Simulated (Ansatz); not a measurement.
# Geometry relaxation of BP

The run: geometry relaxation of BP (F-43m, 2 atoms in the cell). Method and program: DFT, PBE, plane waves, PAW, no spin polarisation (Ansatz 0.2.0).

The structure derives from an entry of the Crystallography Open Database. Figures and captions count atoms from 1; the log counts them from 0 in places.

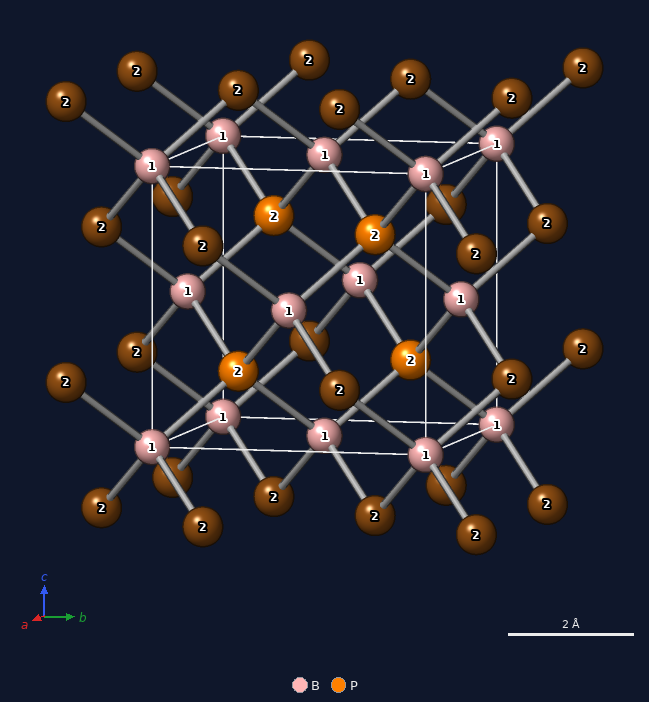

The input geometry (ball-and-stick view of the cell 4 times as large as that of the calculation, set on its symmetry axes, seen slightly off an axis; neighbours outside the cell are drawn fainter; atoms are numbered from 1 in the order of the input).

Input file
```yaml
crystal:
  lattice:
    - [0.0, 2.269, 2.269]
    - [2.269, 0.0, 2.269]
    - [2.269, 2.269, 0.0]
  atoms:
    - { symbol: B, position: [0.0, 0.0, 0.0] }
    - { symbol: P, position: [0.25, 0.25, 0.25] }
basis:
  ecutwfc: 240.0
kpoints:
  mp_grid: { grid: [10, 10, 10] }
hamiltonian:
  xc: pbe
scf:
  occupations: { method: gaussian, width: 0.02 }
output:
  forces: true
  stress: true
  eigenvalues: true
  write_density: true
  write_potential: true
  elf: true
  volumetric_format: npy
relax:
  adjacent_minimum: "off"
  f_tol: 0.005
  max_steps: 80
  cell: { stress_tol: 0.05 }
```

Hardware: 1 thread of Arm Neoverse V1, 24 GiB of memory available, shared host.

Launched with:
```bash
ansatz run input.yaml --threads 1 --pin off --max-ram 2560MiB --backend cpu --events-out ev --progress --plain --runs-dir out
```

Output
```
Warning: basis.ecutwfc = 240 eV is below the records' recommended 420 eV, and the density's cutoff is lower with it unless basis.ecutrho_ratio is high enough to keep the records' density cutoff: compare with a run at a higher cutoff
Engine: ansatz 0.2.0, aarch64-unknown-linux-gnu
Pseudopotentials: kind: paw
Pseudopotential: B, paw, valence charge 3, recommended cutoff 420 eV (normal), B.paw.azcp
Pseudopotential: P, paw, valence charge 5, recommended cutoff 420 eV (normal), P.paw.azcp
Functional definition: PBE
  parameter kappa = 0.804
  parameter beta = 0.06672455060314922
  exchange = pbe_x(kappa = kappa, mu = beta*pi^2/3)
  correlation = pbe_c(beta = beta)
Crystal: 2 atoms, lattice volume = 23.363 Å³
Basis set: ecut = 240 eV, 181 PW (Γ), exchange–correlation on 36×36×36 points (8 copies of the dense FFT grid, shifted against one another)
Bands: 8, of which v1, the nominal top of the filled ones, is band 4 counted from 1 (3 counted from 0)
Symmetry: 24 space group operations
Space group: F-43m (ITA 216), of the structure as read, at distance tolerance 2.9e-5 Å
k-points: 47 of 1000 (time reversal used)
Non-local potential: B, projectors of the file, l = 0: 2, l = 1: 2, l = 2: 1
Non-local potential: P, projectors of the file, l = 0: 2, l = 1: 2, l = 2: 2
PAW form: soft (Blöchl's): semilocal exchange-correlation on the pseudo side does not see the compensation charge
PAW one-centre angular grid: B, 110 points (default); XC on 64 Gauss nodes
PAW one-centre angular grid: P, 110 points (default); XC on 64 Gauss nodes
Initial density: superposition of atomic densities (neutral atoms: chi_scale 0, normalization atom), corrected by the library's trained network
Initial wavefunctions: pseudopotential atomic-orbital guess
Functional: x = pbe(κ = 0.804, μ = 0.2195149727645171), c = pbe(β = 0.06672455060314922)
SCF iter   1: F=—  HF=-912.054099 eV  |F-HF|=—  |Δ(HF+E_count)|=         —  Δρ=6.81e-3  dr2=3.94e-3  ethr=1.77e-3  ⟨swp⟩=6.2  Hψ=3374  notcnv=0
preconditioner: auto → none  [insulator: Δε(μ)=1.221 eV  Ē_g=12.818 eV  σ=0.020 eV  W_gap=1.00  n_scr=0 (ndim 8)  ℏωp=21.7 eV  f_vac=0.000  D(μ)=0.00/eV (n_scr^D=0)  ε∞_Penn≈3.9]
SCF iter   2: F=—  HF=-912.056727 eV  |F-HF|=—  |Δ(HF+E_count)|=   2.63e-3  Δρ=3.44e-3  dr2=8.06e-4  ethr=4.92e-5  ⟨swp⟩=3.0  Hψ=1118  notcnv=0
SCF iter   3: F=—  HF=-912.057587 eV  |F-HF|=—  |Δ(HF+E_count)|=   8.60e-4  Δρ=1.56e-3  dr2=8.83e-5  ethr=1.01e-5  ⟨swp⟩=2.3  Hψ=575  notcnv=0
SCF iter   4: F=—  HF=-912.057904 eV  |F-HF|=—  |Δ(HF+E_count)|=   3.16e-4  Δρ=1.68e-4  dr2=1.83e-6  ethr=1.10e-6  ⟨swp⟩=2.7  Hψ=605  notcnv=0
iter 5 did not close the SCF: its close was put off for the readings that it lacked (scf_convergence_deferred on its scf_iter line)
SCF iter   5: F=-912.057908 eV  HF=-912.057908 eV  |F-HF|=3.04e-8  |Δ(HF+E_count)|=   3.86e-6  Δρ=1.75e-5  dr2=6.25e-8  ethr=2.28e-8  ⟨swp⟩=2.0  Hψ=548  notcnv=0
SCF iter   6: F=-912.057908 eV  HF=-912.057908 eV  |F-HF|=9.78e-11  |Δ(HF+E_count)|=   3.08e-9  Δρ=1.96e-6  dr2=7.21e-10  ethr=7.81e-10  ⟨swp⟩=6.3  Hψ=2627  notcnv=0
SCF 1 converged in 6 iterations: F = -912.057908 eV  dr2 = 7.21e-10
  greatest PAW one-centre occupation: 0.796 electrons in one spin orbital (limit 2), on the P atom at site 1 (counted from 0), in its partial waves of l = 0
relax step   1: F+E_penalty+E_count = -912.05790758 eV  Δ(F+E_penalty+E_count) = +0.000e0 eV  max|allowed force component| = 3.701e-16 eV/Å  Δτ_max = 0.0000 Å  P = +1.630 GPa  Ω = 23.363 Å³  (6 SCF iters, dr2 threshold 1.00e-7 eV, accepted)
Crystal: 2 atoms, lattice volume = 23.491 Å³
Initial density: handed on by an earlier stage of this run
Initial wavefunctions: those handed on with the density
iter 1 solved again at ethr=3.69e-6 eV; its pass at ethr=3.10e-3 eV (dr2=2.96e-4 eV) is discarded
SCF iter   1: F=—  HF=-912.050866 eV  |F-HF|=—  |Δ(HF+E_count)|=         —  Δρ=9.78e-4  dr2=3.00e-4  ethr=3.69e-6  ⟨swp⟩=1.6  Hψ=3322  notcnv=0
preconditioner: auto → none  [insulator: Δε(μ)=1.242 eV  Ē_g=12.778 eV  σ=0.020 eV  W_gap=1.00  n_scr=0 (ndim 8)  ℏωp=21.7 eV  f_vac=0.000  D(μ)=0.00/eV (n_scr^D=0)  ε∞_Penn≈3.9]
SCF iter   2: F=—  HF=-912.050771 eV  |F-HF|=—  |Δ(HF+E_count)|=   9.50e-5  Δρ=2.28e-4  dr2=1.49e-5  ethr=3.69e-6  ⟨swp⟩=2.3  Hψ=556  notcnv=0
SCF iter   3: F=—  HF=-912.050766 eV  |F-HF|=—  |Δ(HF+E_count)|=   4.73e-6  Δρ=7.89e-5  dr2=1.69e-6  ethr=1.86e-7  ⟨swp⟩=2.0  Hψ=564  notcnv=0
SCF iter   4: F=-912.050766 eV  HF=-912.050766 eV  |F-HF|=2.99e-8  |Δ(HF+E_count)|=   3.87e-8  Δρ=1.37e-5  dr2=2.49e-8  ethr=2.50e-9  ⟨swp⟩=10.5  Hψ=2811  notcnv=0
SCF 2 converged in 4 iterations: F = -912.050766 eV  dr2 = 2.49e-8
relax step   2: F+E_penalty+E_count = -912.05076620 eV  Δ(F+E_penalty+E_count) = +7.141e-3 eV  max|allowed force component| = 1.237e-16 eV/Å  Δτ_max = 0.0000 Å  P = +0.592 GPa  Ω = 23.491 Å³  energy of the carried Pulay correction = -8.026e-3 eV  (4 SCF iters, dr2 threshold 2.00e-7 eV, accepted)
Crystal: 2 atoms, lattice volume = 23.565 Å³
iter 1 solved again at ethr=1.21e-6 eV; its pass at ethr=3.10e-3 eV (dr2=9.68e-5 eV) is discarded
SCF iter   1: F=—  HF=-912.046333 eV  |F-HF|=—  |Δ(HF+E_count)|=         —  Δρ=5.57e-4  dr2=9.82e-5  ethr=1.21e-6  ⟨swp⟩=1.5  Hψ=3287  notcnv=0
preconditioner: auto → none  [insulator: Δε(μ)=1.249 eV  Ē_g=12.755 eV  σ=0.020 eV  W_gap=1.00  n_scr=0 (ndim 8)  ℏωp=21.6 eV  f_vac=0.000  D(μ)=0.00/eV (n_scr^D=0)  ε∞_Penn≈3.9]
SCF iter   2: F=—  HF=-912.046302 eV  |F-HF|=—  |Δ(HF+E_count)|=   3.18e-5  Δρ=1.33e-4  dr2=5.07e-6  ethr=1.21e-6  ⟨swp⟩=2.3  Hψ=545  notcnv=0
SCF iter   3: F=—  HF=-912.046301 eV  |F-HF|=—  |Δ(HF+E_count)|=   1.09e-6  Δρ=4.66e-5  dr2=5.86e-7  ethr=6.34e-8  ⟨swp⟩=2.0  Hψ=564  notcnv=0
SCF iter   4: F=-912.046301 eV  HF=-912.046301 eV  |F-HF|=1.29e-8  |Δ(HF+E_count)|=   3.20e-8  Δρ=8.72e-6  dr2=1.01e-8  ethr=2.50e-9  ⟨swp⟩=9.7  Hψ=2649  notcnv=0
SCF 3 converged in 4 iterations: F = -912.046301 eV  dr2 = 1.01e-8
relax step   3: F+E_penalty+E_count = -912.04630060 eV  Δ(F+E_penalty+E_count) = +4.466e-3 eV  max|allowed force component| = 1.064e-16 eV/Å  Δτ_max = 0.0000 Å  P = +0.007 GPa  Ω = 23.565 Å³  energy of the carried Pulay correction = -1.263e-2 eV  (4 SCF iters, dr2 threshold 2.00e-7 eV, accepted)
Initial wavefunctions: pseudopotential atomic-orbital guess (no wavefunctions were taken with the density)
iter 1 solved again at ethr=8.08e-7 eV; its pass at ethr=3.10e-3 eV (dr2=6.46e-5 eV) is discarded
SCF iter   1: F=—  HF=-912.059823 eV  |F-HF|=—  |Δ(HF+E_count)|=         —  Δρ=1.76e-4  dr2=2.28e-6  ethr=8.08e-7  ⟨swp⟩=3.1  Hψ=4539  notcnv=0
preconditioner: auto → none  [insulator: Δε(μ)=1.252 eV  Ē_g=12.755 eV  σ=0.020 eV  W_gap=1.00  n_scr=0 (ndim 8)  ℏωp=21.6 eV  f_vac=0.000  D(μ)=0.00/eV (n_scr^D=0)  ε∞_Penn≈3.9]
SCF iter   2: F=—  HF=-912.059823 eV  |F-HF|=—  |Δ(HF+E_count)|=   5.00e-7  Δρ=8.55e-5  dr2=4.06e-7  ethr=2.85e-8  ⟨swp⟩=2.1  Hψ=554  notcnv=0
SCF iter   3: F=—  HF=-912.059824 eV  |F-HF|=—  |Δ(HF+E_count)|=   8.40e-7  Δρ=2.35e-5  dr2=3.80e-8  ethr=5.08e-9  ⟨swp⟩=2.0  Hψ=564  notcnv=0
SCF iter   4: F=—  HF=-912.059824 eV  |F-HF|=—  |Δ(HF+E_count)|=   7.02e-8  Δρ=3.56e-6  dr2=1.06e-9  ethr=4.75e-10  ⟨swp⟩=2.0  Hψ=520  notcnv=0
SCF iter   5: F=-912.059824 eV  HF=-912.059824 eV  |F-HF|=8.53e-12  |Δ(HF+E_count)|=   1.88e-9  Δρ=3.49e-7  dr2=1.21e-11  ethr=1.00e-12  ⟨swp⟩=5.4  Hψ=2172  notcnv=0
SCF 4 converged in 5 iterations: F = -912.059824 eV  dr2 = 1.21e-11
  greatest PAW one-centre occupation: 0.795 electrons in one spin orbital (limit 2), on the P atom at site 1 (counted from 0), in its partial waves of l = 0
relax step   4: F+E_penalty+E_count = -912.05982401 eV  Δ(F+E_penalty+E_count) = -1.352e-2 eV  max|allowed force component| = 1.064e-16 eV/Å  Δτ_max = 0.0000 Å  P = +0.131 GPa  Ω = 23.565 Å³  stress off target by 1.31e-1 GPa  SCF on the basis re-selected at this cell (its energy is not comparable with the rows above)  (5 SCF iters)
basis re-selected at this cell: Δ(F+E_penalty+E_count) = -1.352e-2 eV, ΔP = +0.125 GPa vs the last step (what re-selecting the basis moved, of the pressure what is left beyond the Pulay correction that the steps carried, after the strain that the cell walked since its last selection, with what the two solves' SCF thresholds leave and, on support functions, any second-order correction that the steps lacked; it is no measure of the basis error at this ecutwfc). This SCF's stress stands 1.31e-1 GPa from its target on what of the cell is left free (relax.cell.stress_tol is 5.00e-2 GPa) and its largest allowed force component is 1.06e-16 eV/Å (relax.f_tol is 5.00e-3 eV/Å): not within both, so this SCF does not close the relaxation
Crystal: 2 atoms, lattice volume = 23.581 Å³
iter 1 solved again at ethr=6.09e-8 eV; its pass at ethr=3.10e-3 eV (dr2=4.87e-6 eV) is discarded
SCF iter   1: F=—  HF=-912.058810 eV  |F-HF|=—  |Δ(HF+E_count)|=         —  Δρ=1.25e-4  dr2=4.94e-6  ethr=6.09e-8  ⟨swp⟩=1.5  Hψ=3301  notcnv=0
preconditioner: auto → none  [insulator: Δε(μ)=1.252 eV  Ē_g=12.750 eV  σ=0.020 eV  W_gap=1.00  n_scr=0 (ndim 8)  ℏωp=21.6 eV  f_vac=0.000  D(μ)=0.00/eV (n_scr^D=0)  ε∞_Penn≈3.9]
SCF iter   2: F=—  HF=-912.058807 eV  |F-HF|=—  |Δ(HF+E_count)|=   3.15e-6  Δρ=3.00e-5  dr2=2.57e-7  ethr=6.09e-8  ⟨swp⟩=2.3  Hψ=543  notcnv=0
SCF iter   3: F=-912.058807 eV  HF=-912.058807 eV  |F-HF|=4.20e-9  |Δ(HF+E_count)|=   6.39e-8  Δρ=1.02e-5  dr2=2.86e-8  ethr=5.40e-10  ⟨swp⟩=8.8  Hψ=2444  notcnv=0
SCF 5 converged in 3 iterations: F = -912.058807 eV  dr2 = 2.86e-8
relax step   5: F+E_penalty+E_count = -912.05880691 eV  Δ(F+E_penalty+E_count) = +1.017e-3 eV  max|allowed force component| = 1.006e-16 eV/Å  Δτ_max = 0.0000 Å  P = +0.006 GPa  Ω = 23.581 Å³  energy of the carried Pulay correction = -1.024e-3 eV  (3 SCF iters, dr2 threshold 4.32e-8 eV, accepted)
iter 1 solved again at ethr=9.43e-7 eV; its pass at ethr=3.10e-3 eV (dr2=7.55e-5 eV) is discarded
SCF iter   1: F=—  HF=-912.058809 eV  |F-HF|=—  |Δ(HF+E_count)|=         —  Δρ=9.87e-6  dr2=2.73e-8  ethr=9.43e-7  ⟨swp⟩=2.9  Hψ=4512  notcnv=0
eigensolver tolerance schedule: the retry pair's looser diagonalisation over-reported the residual by 2762.59 of it (diagonalisation noise at 5.29 of the residual, at the tolerance the schedule requests for it); recorded, not acted on — ethr = c·dr2/N_el stays at c = 1.0e-1
preconditioner: auto → none  [insulator: Δε(μ)=1.253 eV  Ē_g=12.750 eV  σ=0.020 eV  W_gap=1.00  n_scr=0 (ndim 8)  ℏωp=21.6 eV  f_vac=0.000  D(μ)=0.00/eV (n_scr^D=0)  ε∞_Penn≈3.9]
SCF iter   2: F=—  HF=-912.058807 eV  |F-HF|=—  |Δ(HF+E_count)|=   2.32e-6  Δρ=4.99e-6  dr2=5.90e-9  ethr=3.41e-10  ⟨swp⟩=2.6  Hψ=585  notcnv=0
SCF iter   3: F=—  HF=-912.058807 eV  |F-HF|=—  |Δ(HF+E_count)|=   1.22e-9  Δρ=2.21e-6  dr2=1.44e-9  ethr=7.38e-11  ⟨swp⟩=2.0  Hψ=559  notcnv=0
SCF iter   4: F=—  HF=-912.058807 eV  |F-HF|=—  |Δ(HF+E_count)|=  2.96e-10  Δρ=5.32e-7  dr2=4.91e-11  ethr=1.80e-11  ⟨swp⟩=2.1  Hψ=544  notcnv=0
SCF iter   5: F=-912.058807 eV  HF=-912.058807 eV  |F-HF|=3.75e-12  |Δ(HF+E_count)|=  2.06e-11  Δρ=1.78e-7  dr2=7.70e-12  ethr=1.00e-12  ⟨swp⟩=6.4  Hψ=1770  notcnv=0
SCF 6 converged in 5 iterations: F = -912.058807 eV  dr2 = 7.70e-12
relax step   6: F+E_penalty+E_count = -912.05880691 eV  Δ(F+E_penalty+E_count) = -3.719e-9 eV  max|allowed force component| = 7.517e-17 eV/Å  Δτ_max = 0.0000 Å  P = +0.016 GPa  Ω = 23.581 Å³  stress off target by 1.61e-2 GPa  SCF on the basis re-selected at this cell (its energy is not comparable with the rows above)  (5 SCF iters)
```

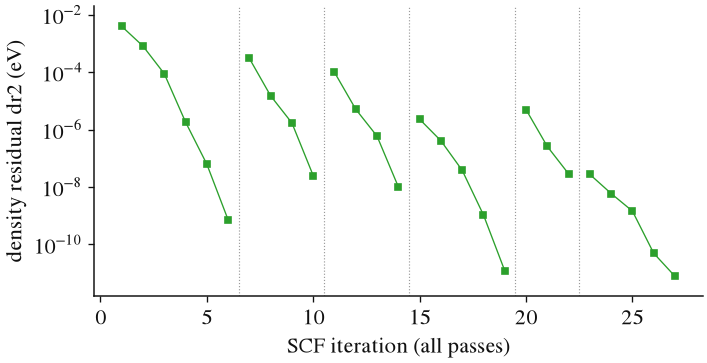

Convergence of the self-consistent field: density residual dr2 against the SCF iteration. The dotted lines part the SCF passes of the relaxation: geometry steps, rejected trials and re-solves on a re-selected basis. The 6 passes take 3 to 6 iterations each, 27 in all.

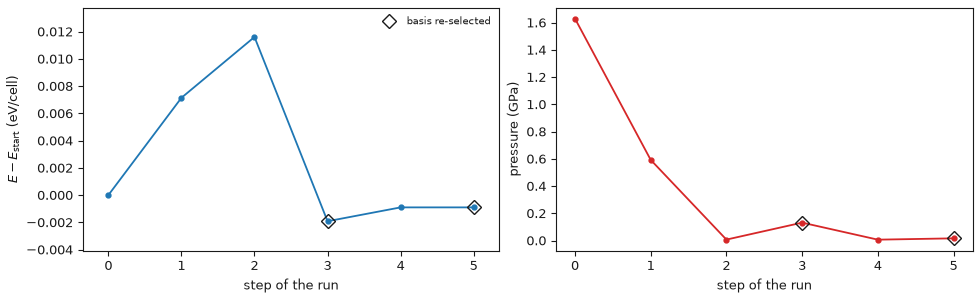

Progress of the relaxation, step by step (the first geometry is step 0 here and step 1 in the log). No atom moves by more than 0.005 Å relative to the cell. After 3 geometry steps the energy has fallen by 0.9 meV per cell of the calculation. All forces vanish by symmetry, so only the cell relaxes. The pressure goes from 1.63 to 0.02 GPa. The basis was re-selected once at an unchanged geometry, which shifts the energy a little without any move. The energy change given includes the shifts at the re-selections in mid-walk, which come without any move. A last SCF at the same geometry on a re-selected plane-wave basis shifts the energy by next to nothing (0.0 meV per cell of the calculation).

```
basis re-selected at this cell: Δ(F+E_penalty+E_count) = -3.719e-9 eV, ΔP = +0.010 GPa vs the last step (what re-selecting the basis moved, of the pressure what is left beyond the Pulay correction that the steps carried, after the strain that the cell walked since its last selection, with what the two solves' SCF thresholds leave and, on support functions, any second-order correction that the steps lacked; it is no measure of the basis error at this ecutwfc). This SCF's stress stands 1.61e-2 GPa from its target on what of the cell is left free (relax.cell.stress_tol is 5.00e-2 GPa) and its largest allowed force component is 7.52e-17 eV/Å (relax.f_tol is 5.00e-3 eV/Å): within both
SCF converged after 5 iterations
Free energy (F): -912.058807 eV
Harris-Foulkes:  -912.058807 eV  (|F-HF|=3.75e-12)
Internal energy: -912.058807 eV  (E = F + TS)
E sigma→0 (E₀):  -912.058807 eV
Fermi energy:    9.808598 eV
--- Per-component energies (eV) ---
  E_band       = 21.719227
  E_kinetic    = 121.093750
  E_local      = -67.757423  (includes V_loc(G=0)·N_el)
  E_nonlocal   = 44.763941
  E_hartree    = 17.081075
  E_xc         = -94.795201
  E_vxc        = -100.459226  (∫ρ·V_xc dr)
  E_paw        = -647.835492  (= ΣΔE_a)
  E_vpaw       = -10.083995  (= ΣTr[D̂ρ^β])
  E_aug_tail   = 0.000021  (compensation charges beyond the density's cutoff)
  E_ewald      = -284.609477
  E_smearing   = -0.000000  (= −TS)
  E_closure    = 0.000000  (closes the sum)
  Σ components = -912.058807   (vs F -912.058807, Δ=0.00e0)
--- Forces (eV/Å), atoms counted from 1 ---
  atom   1  B      0.00000000     0.00000000    -0.00000000
  atom   2  P     -0.00000000    -0.00000000    -0.00000000
  max |Σ_I F_I| component: 2.01e-16 eV/Å
--- Stress (GPa, compression-positive) ---
        0.016107      -0.000000       0.000000
        0.000000       0.016107       0.000000
        0.000000       0.000000       0.016107
  P = ⅓ Tr σ = 0.0161 GPa (0.161 kbar)
--- Band table (eV; the first three rows and the last of 47) ---
  k-point 0: bands = ["-6.1781", "9.1823", "9.1823", "9.1823", "12.5669", "12.5669", "12.5669", "16.5563"]
  k-point 1: bands = ["-5.9924", "7.8926", "8.8922", "8.8922", "12.9744", "12.9744", "13.0201", "17.0769"]
  k-point 2: bands = ["-5.4792", "5.5513", "8.3285", "8.3285", "13.1883", "13.6886", "13.6886", "18.1966"]
  k-point 46: bands = ["-1.1192", "1.0460", "3.6788", "3.8541", "13.7725", "14.5779", "17.3386", "17.8194"]
--- Relaxed structure (4 steps of the walk, 4 accepted, 2 SCFs on fresh bases) ---
  F+E_penalty+E_count = -912.05880691 eV   max|allowed force component| = 7.517e-17 eV/Å   (the final SCF, on the basis selected at the relaxed cell)
  cell:  # Å, volume = 23.5812 Å³
    - [1.082766556990313e-33, 2.27603191546651, 2.27603191546651]
    - [2.27603191546651, 2.0508872432404747e-33, 2.27603191546651]
    - [2.27603191546651, 2.27603191546651, 1.9871950928292798e-33]
  atoms:
    - { symbol: B, position: [-6.896509827301143e-34, 8.52337881220295e-34, 7.603844168562798e-34] }
    - { symbol: P, position: [0.25, 0.25, 0.25] }
```

Trajectory as extended XYZ (Å, eV, eV/Å), 6 frames, from step=1 to step=6
```
2
Lattice="0.0000 2.2690 2.2690 2.2690 0.0000 2.2690 2.2690 2.2690 0.0000" Properties=species:S:1:pos:R:3:forces:R:3 step=1 energy=-912.05791 pressure_GPa=1.63
B     0.0000    0.0000    0.0000    0.0000   0.0000   0.0000
P     1.1345    1.1345    1.1345    0.0000   0.0000   0.0000
2
Lattice="0.0000 2.2731 2.2731 2.2731 0.0000 2.2731 2.2731 2.2731 0.0000" Properties=species:S:1:pos:R:3:forces:R:3 step=2 energy=-912.05077 pressure_GPa=0.59
B     0.0000    0.0000    0.0000    0.0000   0.0000   0.0000
P     1.1366    1.1366    1.1366    0.0000   0.0000   0.0000
2
Lattice="0.0000 2.2755 2.2755 2.2755 0.0000 2.2755 2.2755 2.2755 0.0000" Properties=species:S:1:pos:R:3:forces:R:3 step=3 energy=-912.04630 pressure_GPa=0.01
B     0.0000    0.0000    0.0000    0.0000   0.0000   0.0000
P     1.1377    1.1377    1.1377    0.0000   0.0000   0.0000
2
Lattice="0.0000 2.2755 2.2755 2.2755 0.0000 2.2755 2.2755 2.2755 0.0000" Properties=species:S:1:pos:R:3:forces:R:3 step=4 energy=-912.05982 pressure_GPa=0.13
B     0.0000    0.0000    0.0000    0.0000   0.0000   0.0000
P     1.1377    1.1377    1.1377    0.0000   0.0000   0.0000
2
Lattice="0.0000 2.2760 2.2760 2.2760 0.0000 2.2760 2.2760 2.2760 0.0000" Properties=species:S:1:pos:R:3:forces:R:3 step=5 energy=-912.05881 pressure_GPa=0.01
B     0.0000    0.0000    0.0000    0.0000   0.0000   0.0000
P     1.1380    1.1380    1.1380    0.0000   0.0000   0.0000
2
Lattice="0.0000 2.2760 2.2760 2.2760 0.0000 2.2760 2.2760 2.2760 0.0000" Properties=species:S:1:pos:R:3:forces:R:3 step=6 energy=-912.05881 pressure_GPa=0.02
B     0.0000    0.0000    0.0000    0.0000   0.0000   0.0000
P     1.1380    1.1380    1.1380    0.0000   0.0000   0.0000
```

Summary

| quantity | value |
| --- | --- |
| outcome | converged |
| space group (tolerance 0.01 Å) | F-43m (216) |
| electrons treated | 8 |
| free energy | −912.0588 eV |
| Fermi energy | 9.809 eV |
| gap on the k-point mesh | 1.25 eV |
| pressure | 0.02 GPa |
| final volume | 23.58 Å³ |
| largest force (length of the vector) at the end | under 0.001 eV/Å |
| final cell | a = 3.219 Å, b = 3.219 Å, c = 3.219 Å, α = 60.00°, β = 60.00°, γ = 60.00° |
| wall time | 5.3 s |
| peak memory | 0.26 GiB |

These settings are looser than, or depart from, a standard set-up, so the numbers are not reference values for this system. The program warns: the cutoff is below the recommended one.
